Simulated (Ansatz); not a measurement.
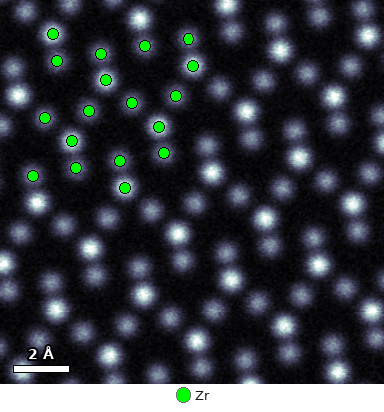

HAADF-like image of Zr (Pm-3n, No. 223) along [211]. Simulation: incoherent imaging, intensity Z^1.7 per atom, probe width 0.57 Å, thin sample. The display is stretched by a gamma of 0.8; percentages refer to the linear signal. Shot noise and a slight drift were added. Atomic positions: coordinates from a relaxation with DFT, PBEsol, plane waves (420 eV) with PAW, scalar-relativistic (Ansatz 0.2.0); the starting structure was generated, so it need not be a known form of this composition.

Coloured dots in one corner mark the columns of the model.

Question: Interpret the image.

Answer: The columns repeat on a rectangular net of 3.24 × 3.97 Å (plane group p2mg). The brightest columns hold 2 Zr per repeat; in falling brightness follow 1 Zr (about 50 %). Brightness is counted from the darkest point of the image. The closest visible columns (Zr and Zr) are 0.99 Å apart in projection. Along the beam the structure repeats every 13.74 Å.
